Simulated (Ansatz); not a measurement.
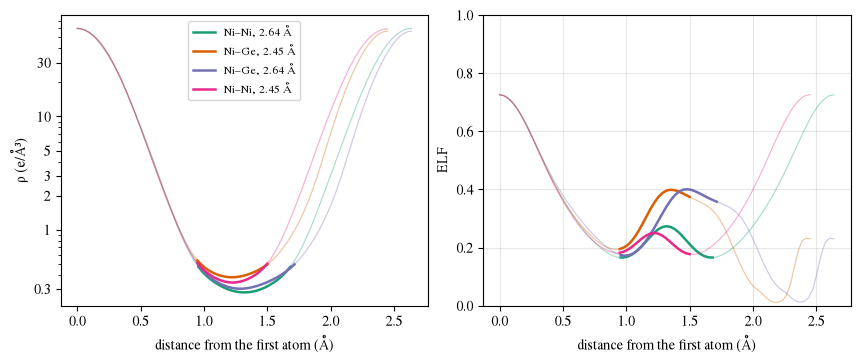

Figure 1: Ni3Ge. Valence pseudo-density and electron localisation function along straight lines between neighbouring atoms. Thin, pale parts lie inside the atomic spheres.

Space group P4/mmm; a structure from a database of computed crystals, not necessarily the ambient phase; computed without spin polarisation.

The calculation used Ansatz, DFT r2SCAN, scalar-relativistic, plane waves, PAW.

In a PAW calculation such maps are meaningful between the atoms, not at the nuclei.

### Compare the contacts.

Ni–Ni (2.64 Å): the density is about 0.28 e/Å³ at the midpoint; the ELF is about 0.25 at the midpoint; no localised pair shows between them.
Ni–Ge (2.45 Å): ρ is about 0.38 e/Å³ halfway; the ELF is about 0.35 at the midpoint.
Ni–Ge (2.64 Å): ρ at the midpoint is about 0.3 e/Å³; the ELF is about 0.35 at the midpoint.
Ni–Ni (2.45 Å): the density is about 0.34 e/Å³ at the midpoint; the ELF is about 0.25 at the midpoint; no localised pair shows between them.
